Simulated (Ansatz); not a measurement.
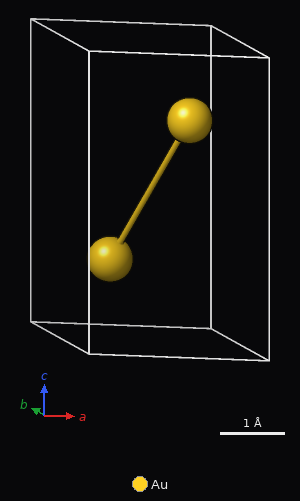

Normal modes of crystalline Au, at the zone centre. The picture is a ball-and-stick view of the conventional cell, seen slightly off an axis. Lengths and directions refer to the drawn axes.

Method: DFT PBE, scalar-relativistic, plane waves, PAW in Ansatz. (plane-wave cutoff 420 eV; k-point mesh 16 × 16 × 10; occupations fermi dirac; smearing width 0.15 eV; no spin polarisation)

The frequencies depend somewhat on the k-mesh and the smearing.

Question: List the optical modes.

Answer: The calculation's cell holds 2 atoms, so there are 3 optical modes, in 2 levels. The optical modes span E₂g + B₁g. No level is unstable.

```json
{"level": "1", "symmetry": "E₂g", "frequency (cm⁻¹)": "35", "activity": "Raman-active"}
{"level": "2", "symmetry": "B₁g", "frequency (cm⁻¹)": "131", "activity": "silent"}
```

The modes drawn as arrows (one member of each degenerate set):

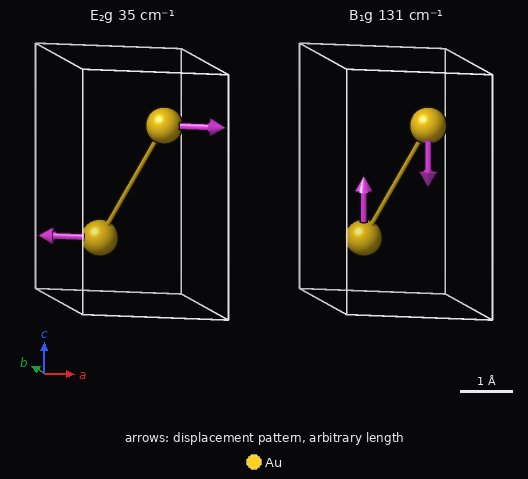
